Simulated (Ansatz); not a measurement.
A series of calculations on O₃₂Mg₃₃

**1. Relaxation**

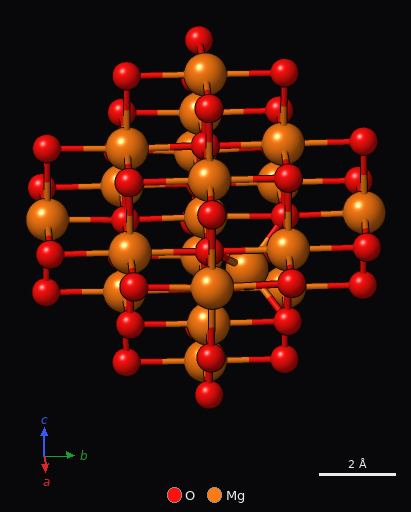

A defect cell of composition O$_{32}$Mg$_{33}$ (cell charge +1), before the relaxation. A ball-and-stick model of the atoms within 5.0 Å of the atom that moves most (axes of the cell of the calculation (origin shifted)), seen from a free direction.

All numbers below come from Ansatz, DFT, PBEsol, PAW, plane waves.

Set-up: plane-wave cutoff 420 eV; k-point mesh 1 × 1 × 1; mesh shifted by (0.25, 0.25, 0.25); collinear spin; atoms relaxed in a fixed cell; force threshold 0.03 eV/Å; at most 80 steps.

```xyz
65
Lattice="8.4288 0.0000 0.0000 0.0000 8.4288 0.0000 0.0000 0.0000 8.4288" Properties=species:S:1:pos:R:3 pbc="T T T"
O     2.0842    0.0189    8.4214
O     2.1036    8.4161    4.1876
O     2.1242    4.2220    8.4279
O     2.1208    4.2386    4.2052
O     6.3202    8.3992    8.4121
O     6.3207    8.4232    4.2293
O     6.3330    4.2092    0.0193
O     6.2965    4.1981    4.2193
O     8.3890    2.0625    8.4092
O     8.3973    2.0977    4.1791
O     0.0169    6.3308    8.3985
O     0.0051    6.3077    4.1905
O     4.2160    2.1064    8.4267
O     4.1875    2.1179    4.2063
O     4.2466    6.3085    8.4271
O     4.2011    6.3061    4.2233
O     8.4107    0.0040    2.1171
O     8.4174    0.0082    6.3402
O     8.3761    4.2005    2.1109
O     0.0255    4.1948    6.3197
O     4.1919    0.0042    2.1094
O     4.2188    8.4070    6.3025
O     4.2270    4.1953    2.1159
O     4.1882    4.2187    6.3081
O     2.1000    2.0872    2.0969
O     2.0771    2.1220    6.3149
O     2.1014    6.3063    2.1164
O     2.0928    6.3292    6.3384
O     6.3141    2.0452    2.0905
O     6.3448    2.0672    6.3099
O     6.3331    6.3048    2.1221
O     6.3084    6.3116    6.3540
Mg    8.4210    0.0006    0.0183
Mg    0.0321    0.0102    4.2127
Mg    0.0030    4.1779    0.0237
Mg    8.3957    4.1759    4.1761
Mg    4.2302    8.4029    0.0128
Mg    4.1955    0.0053    4.2314
Mg    4.2294    4.2120    8.4054
Mg    4.2283    4.2098    4.2352
Mg    2.1279    2.1178    0.0030
Mg    2.1013    2.1274    4.2348
Mg    2.1076    6.3412    8.4217
Mg    2.0968    6.3448    4.2481
Mg    6.3721    2.1093    0.0025
Mg    6.3348    2.0747    4.1591
Mg    6.3161    6.3021    0.0209
Mg    6.3350    6.3518    4.2064
Mg    2.1194    8.3954    2.0969
Mg    2.1252    0.0300    6.3025
Mg    2.1082    4.2312    2.1041
Mg    2.1123    4.1889    6.3330
Mg    6.3582    8.4245    2.1037
Mg    6.3236    0.0115    6.3255
Mg    6.3017    4.2162    2.1081
Mg    6.3113    4.2263    6.3206
Mg    0.0268    2.1346    2.0897
Mg    8.4283    2.0986    6.2856
Mg    0.0086    6.3540    2.1118
Mg    0.0042    6.3556    6.3276
Mg    4.2347    2.0955    2.1001
Mg    4.2288    2.1179    6.3332
Mg    4.2177    6.3008    2.1005
Mg    4.1913    6.3129    6.3231
Mg    3.1562    3.1695    3.1895
```

### What does the optimiser find from here?

Over 5 geometry steps the energy falls by 8.064 eV per cell of the calculation. The largest force component goes from 6.2 to 0.019 eV/Å. The largest move is that of Mg42, 0.45 Å along [−1 −1 1]. By element the largest moves are Mg 0.45 Å, O 0.09 Å. The lattice vectors keep their values. Near-neighbour distances that change, for instance: Mg42–Mg65 1.814 → 2.281 Å, Mg40–Mg65 1.823 → 2.281 Å, Mg51–Mg65 1.845 → 2.280 Å, Mg61–Mg65 1.872 → 2.281 Å. Bond angles that change, for instance: O25–Mg51–O27 179.6° → 161.5°, O3–Mg51–O4 179.2° → 161.4°, O4–Mg40–O8 178.7° → 161.6°.

History of the run:

```
step  E − E(0), meV/atom  largest force component, eV/Å
   0                0.00                         6.1656
   1              -73.69                         3.6282
   2             -118.52                         1.0519
   3             -124.05                         0.0526
   4             -124.05                         0.0529
   5             -124.07                         0.0186
```

The end point in the same view:

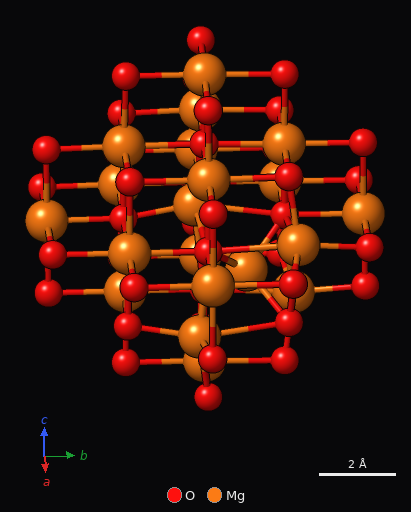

Limits of the set-up: the periodic images lie only 8.4 Å apart, so the values are limited by the cell's size; the cell is charged, on a uniform background, and energies carry no finite-size correction.

**2. Relaxation**

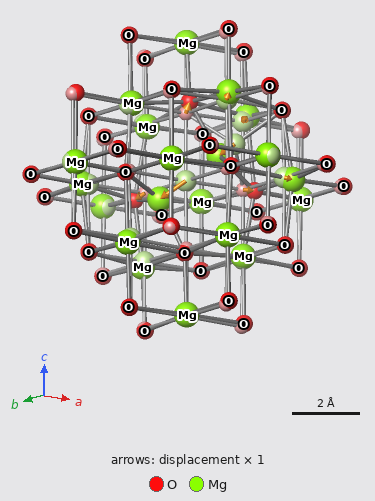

A relaxation of a defect cell of composition O32Mg33 (cell charge −1). The starting structure is drawn faded, the final one solid; orange arrows show the displacements, at their true length.

Style: ball-and-stick. Shown: the atoms within 5.0 Å of the atom that moves most (axes of the cell of the calculation (origin shifted)), from a free direction.

Method: DFT, PBEsol, PAW, plane waves in Ansatz 0.2.0. Set-up: plane-wave cutoff 420 eV; k-point mesh 1 × 1 × 1; mesh shifted by (0.25, 0.25, 0.25); collinear spin; atoms relaxed in a fixed cell; force threshold 0.03 eV/Å; at most 80 steps.

What did the optimiser do to the structure, and how much energy did it gain?

Answer. The largest move is that of a Mg atom, 0.95 Å along [−1 1 −1]. By element the largest moves are Mg 0.95 Å, O 0.39 Å. The cell stays as it was. Among the contacts that change: Mg–O 2.101 → 3.089 Å, Mg–O 2.144 → 2.976 Å, Mg–Mg 1.814 → 2.402 Å, Mg–O 1.790 → 2.343 Å. Bonds break, among them: Mg–O (2.10 → 3.09 Å), Mg–O (2.12 → 3.09 Å), Mg–O (2.14 → 2.98 Å). Bond angles that change, for instance: Mg–O–Mg 127.7° → 95.1°, Mg–O–Mg 123.5° → 153.0°, Mg–O–Mg 124.2° → 95.1°. Over 15 geometry steps the energy falls by 9.056 eV per cell of the calculation. Largest force component: 6.1 eV/Å at the start, 0.02 eV/Å at the end.

Limits of the set-up: the periodic images lie only 8.4 Å apart, so the values are limited by the cell's size; the cell is charged, on a uniform background, and energies carry no finite-size correction.

**3. Defect**

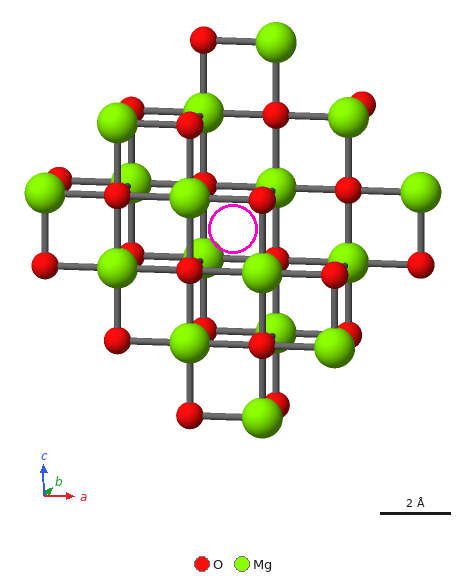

Perfect MgO. The picture is a ball-and-stick view of the atoms within 6.0 Å of one point, in a slice 3.4 Å thick across the line of sight, seen slightly off an axis.

Method: DFT, PBEsol, PAW, plane waves in Ansatz 0.2.0. (plane-wave cutoff 420 eV; k-point mesh 1 × 1 × 1; mesh shifted by (0.25, 0.25, 0.25); collinear spin) Fermi-Dirac smearing of 0.01 eV. A uniform background neutralises the charged cell. The axes drawn are those of the host's conventional cell.

An extra magnesium atom is put between the host's atoms (an interstitial) at the ringed place, in charge state −1. The supercell has 64 sites, and the atoms are relaxed at the host's cell.

> How do the neighbours respond?

The Mg atom starts with 4 Mg at 1.82 to 1.83 Å, 4 O at 1.82 to 1.83 Å around its place and ends with 3 O at 1.87 to 1.90 Å, 1 Mg at 2.22 Å. Of the host's atoms, a magnesium atom moves furthest from its site, by 0.99 Å. The Mg atom itself moves 0.61 Å from where it was put. The cell's net moment is 0.99 μB.

The relaxed defect, seen from the same direction:

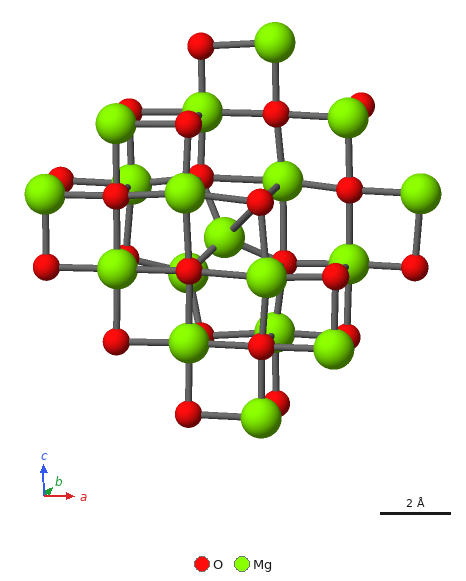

Limits of the set-up: the periodic images lie only 8.4 Å apart, so the values are limited by the cell's size; the cell is charged, on a uniform background, and energies carry no finite-size correction.
